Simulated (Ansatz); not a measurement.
Ge

Input

```
crystal:
  lattice:
    - [5.0124018495, 2.8939115571, 1.9886385167]
    - [-5.0124018495, 2.8939115571, 1.9886385167]
    - [0.0, -5.7878231142, 1.9886385167]
  atoms:
    - { symbol: Ge, position: [0.714481, 0.714481, 0.714481] }
    - { symbol: Ge, position: [0.285519, 0.285519, 0.285519] }
    - { symbol: Ge, position: [0.02693, 0.721767, 0.530053] }
    - { symbol: Ge, position: [0.530053, 0.02693, 0.721767] }
    - { symbol: Ge, position: [0.721767, 0.530053, 0.02693] }
    - { symbol: Ge, position: [0.97307, 0.278233, 0.469947] }
    - { symbol: Ge, position: [0.469947, 0.97307, 0.278233] }
    - { symbol: Ge, position: [0.278233, 0.469947, 0.97307] }
basis:
  ecutwfc: 420
kpoints:
  mp_grid: { grid: [6, 6, 6] }
hamiltonian:
  xc: pbe
scf:
  occupations: { method: gaussian, width: 0.1 }
output:
  forces: true
  stress: true
  eigenvalues: true
  write_density: true
  write_potential: true
  elf: true
  volumetric_format: npy
relax:
  adjacent_minimum: "off"
  f_tol: 0.005
  max_steps: 80
  cell: { stress_tol: 0.05 }
```

Command:

```sh
ansatz run input.yaml --threads 2 --pin off --max-ram 5120MiB --backend cpu --events-out ev --progress --plain --runs-dir out
```

Below, planes, directions and counts refer to the conventional cell (a = 10.01 Å, b = 10.01 Å, c = 5.97 Å, α = 90.00°, β = 90.00°, γ = 120.00°).

The fields are those of the relaxed geometry.

Space group R-3; a structure from a database of computed crystals, not necessarily the ambient phase.

Theory: DFT PBE, scalar-relativistic, plane waves, PAW in Ansatz 0.2.0.

> What can the converged valence pseudo-density and electron localisation function tell about the bonding?

Ge–Ge (2.51 Å): ρ at the midpoint is about 0.45 e/Å³; the ELF peaks at about 0.75 between the atoms.

> Does the calculation make it a metal, or give it a gap?

It is metallic or semimetallic at this level of theory: no gap opens.

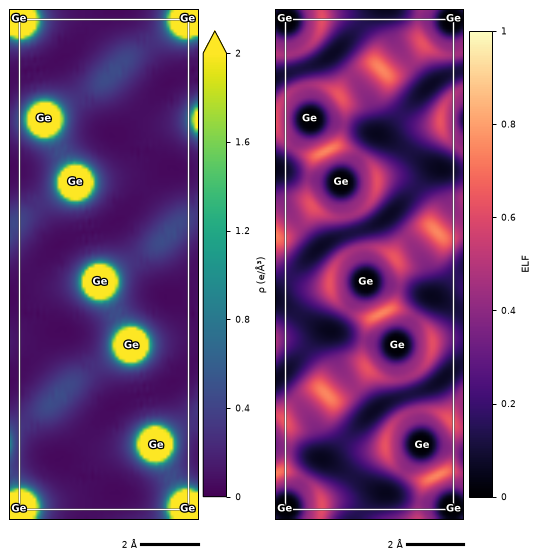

Computed valence pseudo-density and electron localisation function on the (110) plane of the conventional cell, in this order. 

The density is the valence pseudo-density of a PAW calculation; it isn't the true density close to the nuclei.
